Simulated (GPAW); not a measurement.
## ZrSe2: optical spectrum from first principles

Wanted: where ZrSe2 starts to absorb, how strongly, and its refractive index. The cell comes from an older database entry, whose edges can differ from later determinations, mostly by under a per cent.

Program: GPAW 26.7.0. Level of theory: DFT, PBE, plane-wave PAW (GPAW data sets), scalar-relativistic, RPA, optical limit. Results are calculated unless marked as measured.

The database entry behind the starting cell differs from later determinations by our own check (c about 0.8 % long), so it need not match the best structure at ambient conditions.

## 1. The starting structure

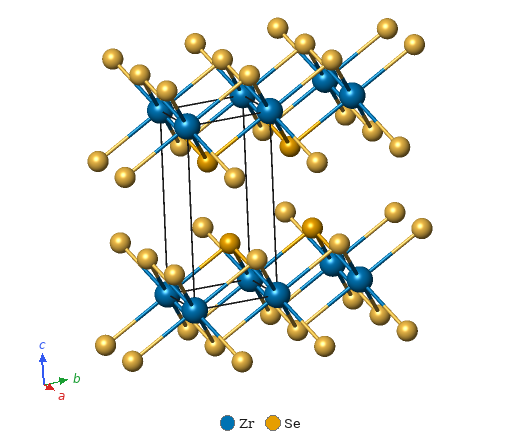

Start, viewed slightly off an axis; zirconium blue, selenium orange. 1×2×1 cells are drawn. Some periodic images of atoms are drawn too.

## 2. Ground state

The self-consistent density comes first; it also tells whether there is a gap, which decides the occupations and the need for a Drude term.

This step: DFT, PBE, plane-wave PAW (GPAW data sets), scalar-relativistic, ground state (GPAW 26.7.0).

The input, gs.py:

```python
from ase import Atoms
from ase.dft.bandgap import bandgap
from gpaw import GPAW, PW, FermiDirac

atoms = Atoms(['Zr', 'Se', 'Se'],
              cell=[[3.798000000015, 0.000000000000, 0.000000000000],
                    [-1.899000000008, 3.289164483587, 0.000000000000],
                    [0.000000000000, 0.000000000000, 6.192000000000]],
              scaled_positions=[[0.000000000000, 0.000000000000, 0.000000000000],
                                [0.666666666667, 0.333333333333, 0.750000000000],
                                [0.333333333333, 0.666666666667, 0.250000000000]],
              pbc=[True, True, True])
atoms.calc = GPAW(mode=PW(450), xc='PBE', kpts={'size': (9, 9, 4), 'gamma': True},
                  occupations=FermiDirac(0.05), maxiter=150, txt='gs.txt')
print('energy (eV)', atoms.get_potential_energy())
print('Fermi level (eV)', atoms.calc.get_fermi_level())
print('valence electrons', atoms.calc.get_number_of_electrons())
print('gap (eV)', bandgap(atoms.calc, output=None)[0])
print('direct gap (eV)', bandgap(atoms.calc, direct=True, output=None)[0])
atoms.calc.write('gs.gpw')
```

On the command line:

```sh
$ OMP_NUM_THREADS=1 python gs.py
```

Numbers of over 12 decimals in the logs are rounded to 6 here.

Output:

```text
__  _  _
 | _ |_)|_||  |
 |__||  | ||/\| - 26.7.0

Versions:
  Python: 3.12.14
  ASE:    3.29.0
  Numpy:  2.5.5
  Scipy:  1.18.1
  Libxc:  7.0.0

Input parameters:
  mode=PW(ecut=450.000000),
  kpts=MonkhorstPack(size=(9, 9, 4), gamma=True),
  maxiter=150,
  occupations=Occupations(name='fermi-dirac', width=0.05, fixmagmom=False),
  xc=XC(name='PBE')

Diagonalizing LCAO Hamiltonian
Converting LCAO to pw mode

            Se

        Se

       Zr

Atoms  # Å, Bohr magnetons
|   | symbol |         x |        y |        z |    initial magnetic moments |
| 0 |     Zr |  0.000000 | 0.000000 | 0.000000 | ( 0.0000,  0.0000,  0.0000) |
| 1 |     Se |  1.899000 | 1.096388 | 4.644000 | ( 0.0000,  0.0000,  0.0000) |
| 2 |     Se | -0.000000 | 2.192776 | 1.548000 | ( 0.0000,  0.0000,  0.0000) |

Unit cell  # Å
| periodic |         x |        y |        z |  lengths |     angles |
|      yes |  3.798000 | 0.000000 | 0.000000 | 3.798000 |  90.000000 |
|      yes | -1.899000 | 3.289164 | 0.000000 | 3.798000 |  90.000000 |
|      yes |  0.000000 | 0.000000 | 6.192000 | 6.192000 | 120.000000 |

Number of symmetries: 12
Symmetry operations  # r_c * U_cc + t_c -> r_c
|    | kind |            matrix            |
|  0 |  σ   |  1, 1, 0,  0,-1, 0,  0, 0, 1 |
|  1 |  S6  |  1, 1, 0, -1, 0, 0,  0, 0,-1 |
|  2 |  E   |  1, 0, 0,  0, 1, 0,  0, 0, 1 |
|  3 |  C2  |  1, 0, 0, -1,-1, 0,  0, 0,-1 |
|  4 |  C2  |  0, 1, 0,  1, 0, 0,  0, 0,-1 |
|  5 |  C3  |  0, 1, 0, -1,-1, 0,  0, 0, 1 |
|  6 |  S6  |  0,-1, 0,  1, 1, 0,  0, 0,-1 |
|  7 |  σ   |  0,-1, 0, -1, 0, 0,  0, 0, 1 |
|  8 |  σ   | -1, 0, 0,  1, 1, 0,  0, 0, 1 |
|  9 |  i   | -1, 0, 0,  0,-1, 0,  0, 0,-1 |
| 10 |  C3  | -1,-1, 0,  1, 0, 0,  0, 0, 1 |
| 11 |  C2  | -1,-1, 0,  0, 1, 0,  0, 0,-1 |

BZ-sampling:
  Number of BZ points: 324
  Number of IBZ points: 43

  Monkhorst-Pack size: [9, 9, 4]
  Monkhorst-Pack shift: [0.0, 0.0, 0.125]

K-points  # in reciprocal-cell coordinates
|     |                                coordinates |     weight |
|   0 | (  0.00000000,   0.00000000,   0.00000000) | 0.00308642 |
|   1 | (  0.00000000,   0.00000000,   0.25000000) | 0.00617284 |
|   2 | (  0.00000000,   0.00000000,   0.50000000) | 0.00308642 |
|   3 | (  0.11111111,   0.00000000,  -0.25000000) | 0.01851852 |
|   4 | (  0.11111111,   0.00000000,   0.00000000) | 0.01851852 |
|   5 | (  0.11111111,   0.00000000,   0.25000000) | 0.01851852 |
|   6 | (  0.11111111,   0.00000000,   0.50000000) | 0.01851852 |
|   7 | (  0.22222222,  -0.11111111,   0.00000000) | 0.01851852 |
|   8 | (  0.22222222,  -0.11111111,   0.25000000) | 0.03703704 |
|   9 | (  0.22222222,  -0.11111111,   0.50000000) | 0.01851852 |
| ... |                                            |            |
|  42 | (  0.44444444,   0.44444444,   0.50000000) | 0.01851852 |

Plane wave coefficients: 1713
Cutoff: 450.000000 eV

Spin-components: 1 (collinear spins)
Bands:           19
Projectors:      16
Spin-degeneracy: 2
Datatype:        complex128

Parallelization:
  kpt:    1
  domain: 1
  band:   1

Density:
  Valence electrons: 24.0
  Components: 1
  Grid points: [20 20 32]
  Charge: 0.0  # |e|

Potential:
  Grid points: [20 20 32]

species:
  Zr:
    name:    Zirconium
    id:
    Z:       40.0
    valence: 12
    core:    28
    charge:  0.0  # [|e|]
    compensation charges:
      type: gauss
      rc: 0.40  # [Å]
      lmax: 2
    cutoffs:
      filter: 2.39  # [Å]
      core: 1.59  # [Å]
    projectors
    | kind |    occ | energy [eV] | rcut [Å] |
    |   4s |  2.000 |     -54.478 |    1.323 |
    |   5s |  2.000 |      -4.438 |    1.323 |
    |   4p |  6.000 |     -32.467 |    1.334 |
    |   5p |  0.000 |      -1.470 |    1.334 |
    |   4d |  2.000 |      -3.600 |    1.244 |
    |    d |        |      23.611 |    1.244 |

    Using partial waves for Zr as LCAO basis

  Se:
    name:    Selenium
    id:
    Z:       34.0
    valence: 6
    core:    28
    charge:  0.0  # [|e|]
    compensation charges:
      type: gauss
      rc: 0.27  # [Å]
      lmax: 2
    cutoffs:
      filter: 1.77  # [Å]
      core: 2.67  # [Å]
    projectors
    | kind |    occ | energy [eV] | rcut [Å] |
    |   4s |  2.000 |     -17.277 |    0.847 |
    |   4p |  4.000 |      -6.512 |    1.005 |
    |    s |        |       9.935 |    0.847 |
    |    p |        |      20.699 |    1.005 |
    |    d |        |       0.000 |    0.847 |

    Using partial waves for Se as LCAO basis

Reference energy: -230100.635496  # eV

eigensolver:
  PPCG
  Converge bands: occupied
  niter=2

density mixing:
  MSR1-Mixer
  Pratt-step length: 0.05
  Maximum mixing coefficient: 0.75
  Old densities: 10
  SVD Regularization: 0.005
  Good broyden scale: 1.0
  Trust region scale: 1.0
  Backstep threshold: 4.0
  History deletion threshold: 6.0
  Fourier metric: weight=20.0, sigma=0.015

occupation numbers:
  Fermi-Dirac:
    width: 0.0500  # eV

poisson solver:
  ecut: 3600.000000  # eV

xc functional:
  name: PBE with 2 nearest neighbor stencil

convergence criteria:
- Maximum [total energy] change in last 3 cyles: 0.0005 eV / valence electron
- Maximum integral of absolute [dens]ity change: 0.0001 electrons / valence electron
- Maximum integral of absolute [eigenst]ate change: 4e-08 eV^2 / valence electron
maximum number of iterations: 150

SCF iterations
|iter     |      energy | eigst |  dens |
|iter:   1||  -18.821663 | +0.16 |       |
|iter:   2||  -18.725511 | -1.79 | -1.10 |
|iter:   3||  -18.423566 | -1.39 | -1.14 |
|iter:   4||  -18.423702 | -2.08 | -1.61 |
|iter:   5||  -18.419893c| -2.69 | -1.90 |
|iter:   6||  -18.418259c| -3.35 | -2.11 |
|iter:   7||  -18.418280c| -4.65 | -3.21 |
|iter:   8||  -18.418284c| -5.96 | -3.64 |
|iter:   9||  -18.418284c| -7.04 | -4.42c|
|iter:  10||  -18.418284c| -8.05c| -5.30c|

Converged in 10 steps
SCF loop duration: 14.994 s (1.499 s/step)
Energy contributions relative to reference atoms: (reference = -230100.635496)

Energy contributions:
  Kinetic:          24.784635
  Coulomb:         -26.796151
  Zero:              0.151735
  External:          0.000000
  Xc:              -16.558309
  Entropy:          -0.000388
  Spinorbit:         0.000000
  ----------------------------
  Free energy:     -18.418478
  Extrapolated:    -18.418284

dipole moment: (-6.927860, -11.999406, -22.589421)  # |e|*Ang

Fermi level: 5.817
Eigenvalues  # (at kpt = [0.000, 0.000, 0.000])
| band index |      eig [eV] | occ [0-2] |
|          0 |       -43.852 |     2.000 |
|        ... |               |           |
|          4 |        -7.580 |     2.000 |
|          5 |        -6.324 |     2.000 |
|          6 |         0.951 |     2.000 |
|          7 |         2.895 |     2.000 |
|          8 |         2.895 |     2.000 |
|          9 |         5.562 |     1.988 |
|         10 |         5.562 |     1.988 |
|         11 |         5.617 |     1.964 |
|         12 |         6.671 |     0.000 |
|         13 |         6.671 |     0.000 |
|         14 |         7.204 |     0.000 |
|         15 |         9.958 |     0.000 |
|         16 |         9.958 |     0.000 |
|         17 |        10.383 |     0.000 |
|         18 |        10.688 |     0.000 |

Gap: 0.413 eV
Transition (v -> c):
  (s=0, k=0, n=11, [0.00, 0.00, 0.00]) -> (s=0, k=35, n=12, [0.44, 0.00, 0.50])
Direct/indirect transitions are different
Direct gap: 1.054 eV
Transition at: (s=0, k=0, n=11, [0.00, 0.00, 0.00])

--- standard output ---
energy (eV) -18.418284
Fermi level (eV) 5.816786
valence electrons 24.0
gap (eV) 0.412542
direct gap (eV) 1.053531
```

Run time: 17 s. Hardware: 1 thread of Arm Neoverse V2, shared host; peak memory 0.17 GiB.

This step gave:

| Property | Result |
| --- | --- |
| energy | -18.42 eV |
| Fermi energy | 5.817 eV |
| gap on the k-mesh | 0.4125 eV |
| direct gap on the mesh | 1.054 eV |
| electrons | 24 |

There is a gap, 0.41 eV on this mesh (points off the mesh can give less), so no carriers' term is needed.

## 3. Bands for the response

The response needs many more empty bands than the density does.

This step: DFT, PBE, plane-wave PAW (GPAW data sets), scalar-relativistic, bands at fixed density (GPAW 26.7.0).

The input, nscf.py:

```python
from ase.dft.bandgap import bandgap
from gpaw import GPAW, FermiDirac

calc = GPAW('gs.gpw').fixed_density(kpts={'size': (12, 12, 6), 'gamma': True}, nbands=56, convergence={'bands': 50},
                                    occupations=FermiDirac(0.001), txt='nscf.txt')
print('gap (eV)', bandgap(calc, output=None)[0])
print('direct gap (eV)', bandgap(calc, direct=True, output=None)[0])
print('top band over the Fermi level (eV)', min(calc.get_eigenvalues(kpt=k)[49] for k in range(len(calc.get_ibz_k_points()))) - calc.get_fermi_level())
calc.write('full.gpw', mode='all')
```

On the command line:

```sh
$ OMP_NUM_THREADS=1 python nscf.py
```

Output:

```text
Diagonalizing LCAO Hamiltonian
Converting LCAO to pw mode
convergence criteria:
- Maximum integral of absolute [eigenst]ate change: 4e-08 eV^2 / valence electron
maximum number of iterations: 150

SCF iterations
|iter     |      energy | eigst |  dens |
|iter:   1||             | +3.57 |       |
|iter:   2||             | +2.30 |       |
|iter:   3||             | +1.28 |       |
|iter:   4||             | +0.13 |       |
|iter:   5||             | -0.85 |       |
|iter:   6||             | -1.81 |       |
|iter:   7||             | -2.68 |       |
|iter:   8||             | -3.65 |       |
|iter:   9||             | -4.44 |       |
|iter:  10||             | -5.34 |       |
|iter:  11||             | -6.07 |       |
|iter:  12||             | -6.83 |       |
|iter:  13||             | -7.33 |       |
|iter:  14||             | -7.55c|       |
SCF steps: 14
  __  _  _
 | _ |_)|_||  |
 |__||  | ||/\| - 26.7.0

Versions:
  Python: 3.12.14
  ASE:    3.29.0
  Numpy:  2.5.5
  Scipy:  1.18.1
  Libxc:  7.0.0

Input parameters:
  mode=PW(ecut=450.000000),
  convergence={'bands': 50},
  gpts=array([20, 20, 32]),
  kpts=MonkhorstPack(size=(12, 12, 6), gamma=True),
  maxiter=150,
  nbands=56,
  occupations=Occupations(name='fermi-dirac', width=0.001, fixmagmom=False),
  parallel={},
  xc=XC(name='PBE')

--- standard output ---
gap (eV) 0.375527
direct gap (eV) 1.053531
top band over the Fermi level (eV) 28.342926
```

Run time: 2.5 min. Hardware: 1 thread; peak memory 0.34 GiB.

Read-outs, printed or worked out from the files:

- gap on the k-mesh: 0.3755 eV

## 4. Dielectric function, RPA

Transitions between filled and empty bands, summed over the zone, give the optical response, so mesh, band count and broadening shape it.

The induced potential is part of this response.

This step: DFT, PBE, plane-wave PAW (GPAW data sets), scalar-relativistic, RPA, optical limit (GPAW 26.7.0).

The input, df.py:

```python
from gpaw.response.df import DielectricFunction

df = DielectricFunction('full.gpw', frequencies={'type': 'nonlinear', 'domega0': 0.03, 'omega2': 8},
                        ecut=50,
                        eta=0.1,
                        nbands=50,
                        txt='df.txt')
for direction in ['x', 'z']:
    df.get_dielectric_function(xc='RPA', direction=direction, filename=f'df_{direction}.csv')
```

On the command line:

```sh
$ OMP_NUM_THREADS=1 python df.py
```

Output:

```text
Using integrator: PointIntegrator
NonLinearFrequencyDescriptor(from 0.000 to 81.130 eV, 521 points)
Nonperiodic BCs:  [False False False]
Using integrator: PointIntegrator
NonLinearFrequencyDescriptor(from 0.000 to 81.130 eV, 521 points)
Nonperiodic BCs:  [False False False]

Calculating chi0 body with:
    Ground state adapter containing:
    Number of spins: 1
    Number of kpoints: 864
    Number of irreducible kpoints: 100
    Number of completely occupied states: 12
    Number of partially occupied states: 12

    Linear response parametrization:
    q_c: [0.0, 0.0, 0.0]
    Number of frequency points: 521
    Planewave cutoff: 50.0
    Number of bands: 50
    Number of planewaves: 67
    Broadening (eta): 0.1

Integrating chi0 body.

Symmetries of q_c:
    Direct symmetries (Uq -> q): 12
    Indirect symmetries (TUq -> q): 0
In total 12 allowed symmetries.

100 groups of equivalent kpoints. 88.425926% reduction.

Integral kind: spectral function

Calculating chi0 optical extensions with:
    Ground state adapter containing:
    Number of spins: 1
    Number of kpoints: 864
    Number of irreducible kpoints: 100
    Number of completely occupied states: 12
    Number of partially occupied states: 12

    Linear response parametrization:
    Number of frequency points: 521
    Planewave cutoff: 50.0
    Number of bands: 50
    Number of planewaves: 67
    Broadening (eta): 0.1
Integrating chi0 head and wings.

Symmetries of q_c:
    Direct symmetries (Uq -> q): 12
    Indirect symmetries (TUq -> q): 0
In total 12 allowed symmetries.

100 groups of equivalent kpoints. 88.425926% reduction.

Integral kind: spectral function wings
```

It took 22 s on 1 thread; peak memory 0.34 GiB.

Numbers from this step:

- electronic dielectric constant ε∞, mean over x, y and z (by symmetry where fewer were run): 11.84

Some rows of df_x.csv (energy; Re and Im without local fields; Re and Im with them):

```text
0.000000, 15.778715, 0.000000, 14.537451, 0.000000
0.460735, 16.574907, 0.387615, 15.243806, 0.343220
0.943989, 20.686121, 2.145221, 18.864629, 1.877162
1.451455, 24.003451, 14.550019, 21.890690, 12.361985
1.984998, 3.789706, 21.335921, 5.214436, 19.865968
2.546682, 0.709914, 10.602036, 1.422287, 10.978160
3.138794, 4.796060, 3.830376, 4.221759, 3.725365
3.763875, 6.765793, 7.206373, 6.104871, 6.639133
4.424758, 4.983799, 9.558767, 4.615645, 8.515803
5.124608, 1.579740, 10.203703, 1.928028, 9.595684
5.866977, -1.903046, 7.203090, -1.718728, 7.273585
6.655862, -1.208221, 4.210315, -1.487066, 4.151785
7.495775, -0.512873, 3.520483, -0.791726, 3.345330
8.391833, 0.281079, 3.715869, -0.160787, 3.356992
9.349861, -1.207784, 3.891229, -1.283848, 3.340542
10.376517, -0.748004, 2.308661, -0.857460, 1.679999
11.479449, -0.391696, 2.426648, -0.142147, 1.592930
12.667487, -1.116637, 2.024774, -0.378211, 1.759639
13.950874, -0.682422, 1.338150, -0.241670, 1.138329
```

The Im ε has structure finer than the step of the table below, so its rows give means over 1 eV, whole bins alone (the curve runs from 0 to 15.0 eV). Peaks (eV: height): E ∥ x 1.9: 20.4, 5.2: 9.73; E ∥ z 1.7: 5.18, 7.7: 5.72, 8.7: 6.23, 9.2: 6.24.

Sum at mesh points, not converged in k; values under the direct gap are tails of Lorentzian lines. Im ε against photon energy; means over each step:

| photon energy (eV) | E ∥ x | E ∥ z |
| --- | --- | --- |
| 1 | 4.25 | 1.00 |
| 2 | 15.7 | 3.46 |
| 3 | 5.64 | 2.01 |
| 4 | 7.25 | 2.35 |
| 5 | 9.27 | 3.02 |
| 6 | 6.88 | 3.70 |
| 7 | 3.91 | 4.33 |
| 8 | 3.24 | 5.21 |
| 9 | 3.33 | 5.80 |
| 10 | 2.05 | 3.36 |
| 11 | 1.51 | 2.14 |
| 12 | 1.67 | 1.87 |
| 13 | 1.55 | 2.08 |
| 14 | 1.16 | 1.79 |

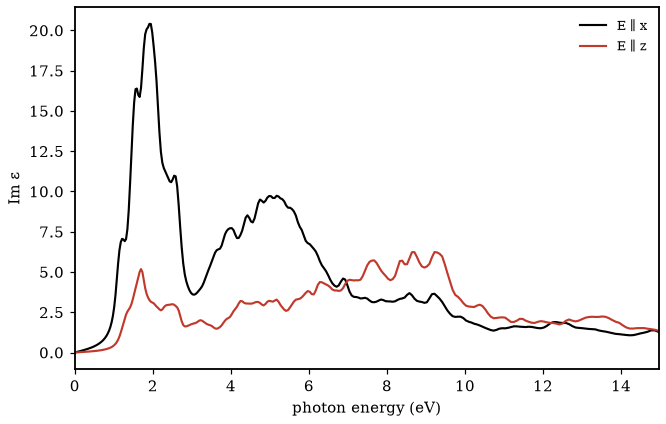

Im ε, plotted against photon energy.

The reflectivity at normal incidence has structure finer than the step of the table below, so its rows give means over 1 eV, whole bins alone (the curve runs from 0 to 15.0 eV). Peaks (eV: height): E ∥ x 2.0: 50.0, 2.7: 44.0, 6.2: 43.1, 7.0: 39.8, 9.5: 39.5, 12.8: 25.3; E ∥ z 1.7: 26.0, 7.7: 26.6, 9.6: 41.6, 10.5: 33.8, 14.0: 28.8.

Sum at mesh points, not converged in k. Table of reflectivity at normal incidence by photon energy; means over each step:

| photon energy (eV) | E ∥ x (%) | E ∥ z (%) |
| --- | --- | --- |
| 1 | 39.9 | 22.2 |
| 2 | 45.9 | 20.3 |
| 3 | 28.2 | 14.8 |
| 4 | 30.4 | 17.7 |
| 5 | 37.1 | 17.8 |
| 6 | 42.3 | 20.0 |
| 7 | 36.1 | 21.4 |
| 8 | 27.7 | 25.0 |
| 9 | 31.4 | 31.7 |
| 10 | 35.6 | 35.4 |
| 11 | 23.7 | 26.7 |
| 12 | 19.3 | 19.7 |
| 13 | 24.1 | 18.8 |
| 14 | 21.9 | 26.0 |

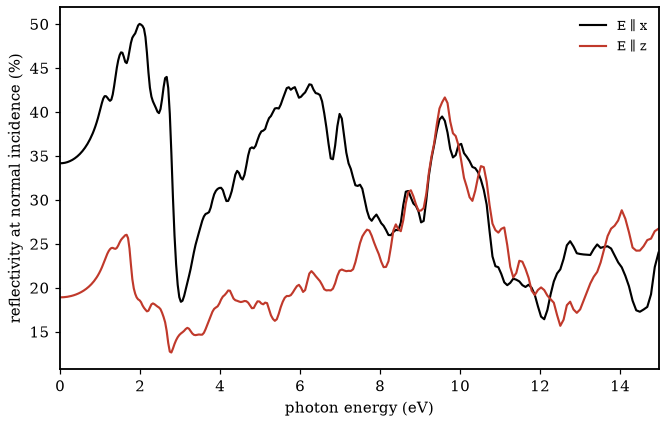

Reflectivity at normal incidence, plotted against photon energy.

The loss function −Im 1/ε at q → 0 has structure finer than the step of the table below, so its rows give means over 1 eV, whole bins alone (the curve runs from 0 to 15.0 eV). Peaks (eV: height): E ∥ x 2.9: 0.222, 10.8: 0.680, 14.3: 0.925; E ∥ z 12.4: 0.569.

Sum at mesh points, not converged in k; values under the direct gap are tails of Lorentzian lines. Table of loss function −Im 1/ε at q → 0 by energy loss; means over each step:

| energy loss (eV) | E ∥ x | E ∥ z |
| --- | --- | --- |
| 1 | 0.00917 | 0.0146 |
| 2 | 0.0558 | 0.0918 |
| 3 | 0.130 | 0.0922 |
| 4 | 0.0880 | 0.0731 |
| 5 | 0.0982 | 0.108 |
| 6 | 0.139 | 0.111 |
| 7 | 0.235 | 0.131 |
| 8 | 0.305 | 0.157 |
| 9 | 0.284 | 0.167 |
| 10 | 0.392 | 0.273 |
| 11 | 0.627 | 0.445 |
| 12 | 0.600 | 0.533 |
| 13 | 0.620 | 0.477 |
| 14 | 0.834 | 0.534 |

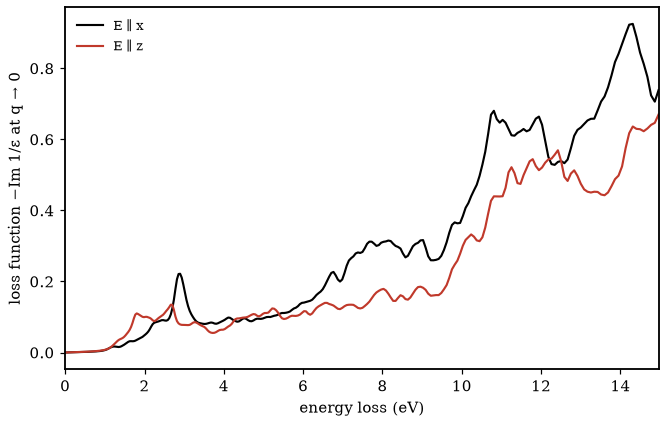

Loss function −Im 1/ε at q → 0 against energy loss.

Sum at mesh points, not converged in k; values under the direct gap are tails of Lorentzian lines. The Im ε, E ∥ x by photon energy; read off at these points:

| photon energy (eV) | without local fields | with local fields |
| --- | --- | --- |
| 0.0 | 0 | 0 |
| 1.0 | 3.04 | 2.66 |
| 1.8 | 22.4 | 19.7 |
| 2.0 | 20.9 | 19.5 |
| 3.0 | 3.66 | 3.65 |
| 4.0 | 8.28 | 7.72 |
| 4.7 | 10.4 | 9.27 |
| 5.0 | 10.4 | 9.71 |
| 5.2 | 10.3 | 9.71 |
| 6.0 | 6.70 | 6.75 |
| 7.0 | 4.19 | 4.07 |
| 8.0 | 3.41 | 3.18 |
| 9.0 | 3.73 | 3.11 |
| 10.0 | 2.61 | 2.04 |
| 11.0 | 2.38 | 1.50 |
| 12.0 | 2.43 | 1.54 |
| 13.0 | 1.81 | 1.51 |
| 14.0 | 1.33 | 1.12 |

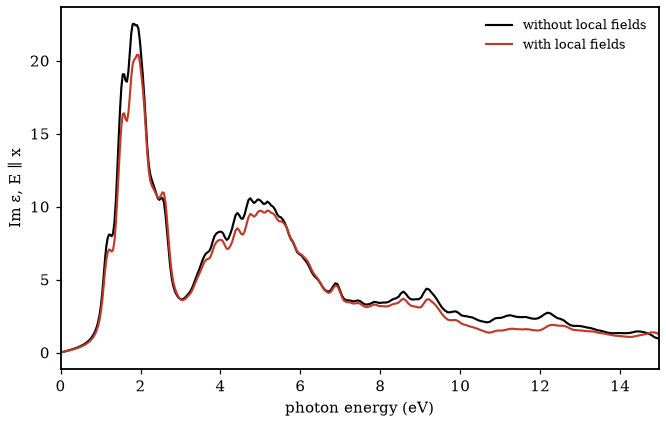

Im ε, E ∥ x against photon energy.

Optical constants at common wavelengths, from n + ik = √ε:

| wavelength (nm) | n x | k x | R (%) x | 1/α x | n z | k z | R (%) z | 1/α z |
| --- | --- | --- | --- | --- | --- | --- | --- | --- |
| 1064 | 4.52 | 0.737 | 41.7 | 115 nm | 2.88 | 0.198 | 23.7 | 426 nm |
| 633 | 3.72 | 2.720 | 49.9 | 19 nm | 2.26 | 0.694 | 18.6 | 73 nm |
| 532 | 2.58 | 2.168 | 41.1 | 20 nm | 2.26 | 0.643 | 18.2 | 66 nm |
| 405 | 2.04 | 0.879 | 18.6 | 37 nm | 2.16 | 0.419 | 14.9 | 77 nm |
| 308 | 2.65 | 1.455 | 31.4 | 17 nm | 2.40 | 0.497 | 18.7 | 49 nm |
| 248 | 2.51 | 1.938 | 37.5 | 10 nm | 2.21 | 0.724 | 18.3 | 27 nm |
| 193 | 1.32 | 1.932 | 42.1 | 7.9 nm | 2.17 | 0.978 | 21.1 | 16 nm |

Below the direct gap, k and the depth come from the tails of the Lorentzian lines, not from transitions.

Rows near the edge hang on the gap, which this functional as a rule makes too small, and phonon-assisted absorption is left out.

## 5. What came out

```json
{"electronic dielectric constant ε∞, mean over x, y and z (by symmetry where fewer were run) (RPA)": "11.8"}
```

In words: At this level (PBE, RPA) ZrSe2 has a mean ε∞ = 11.8 and n = 4.15 at 1550 nm (E ∥ x). On the mesh the gap is 0.38 eV and the least direct gap 1.05 eV, so on this mesh the band edges lie at different points. Local fields change the static value along x from 15.78 to 14.54 (-8 %). The static values by axis are 14.54 (x), 6.44 (z). Excitons and phonon-assisted transitions are missing; PBE gaps are as a rule too small, which pulls the onset down and ε∞ up. In this version of GPAW the matrix elements of the optical limit are incomplete, which can lower ε − 1 by up to a tenth where first-row anions or d states rule, and shift it by more in d metals. The sum runs over mesh points 0.17 Å⁻¹ apart with no interpolation, so peaks are partly noise of the mesh; over so small a direct gap single mesh points weigh heavily, so ε∞, n and their changes from run to run can be far off.

[Machine, clock and banner lines and Python warnings are left out of the logs.]

[Logs are printed without paths, hosts, clocks, repeated set-up lines and the standing remarks that a program may print on its own settings, such as how far it seeks lower states.]

[Hosts, paths, dates, database ids (printed as entryN), source tags and the programs' standing remarks are cut or masked in the printed files.]
